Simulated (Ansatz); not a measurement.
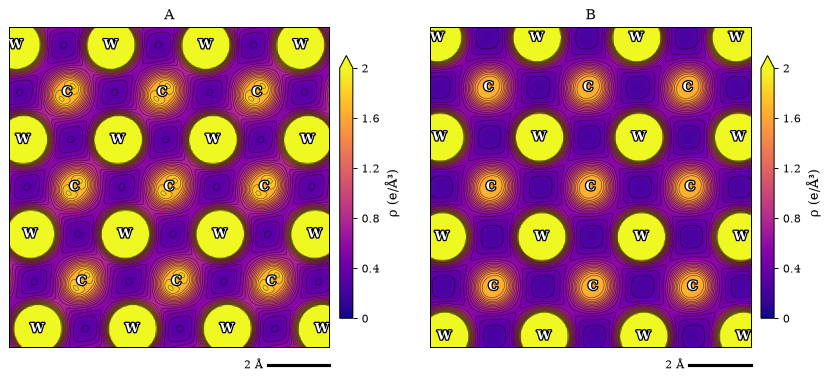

WC. The valence pseudo-density of two cells that differ in size and shape, on the (101) plane of each (indices in the axes of the calculation cell), at one length scale and on one colour scale; one has 10.5 and the other 11.9 Å³ an atom.

Method: DFT r2SCAN, scalar-relativistic, plane waves, PAW in Ansatz.

In a PAW calculation such maps are meaningful between the atoms, not at the nuclei.

**Which is the denser cell? Describe the effect of the change.**

Panel A is the smaller cell, by 12 % in volume. From the larger cell to the smaller, W–C goes from 2.25 to 2.08 Å, and the density at its midpoint from 0.58 to 0.81 e/Å³; the pressure goes from −38 to 0.3 GPa.
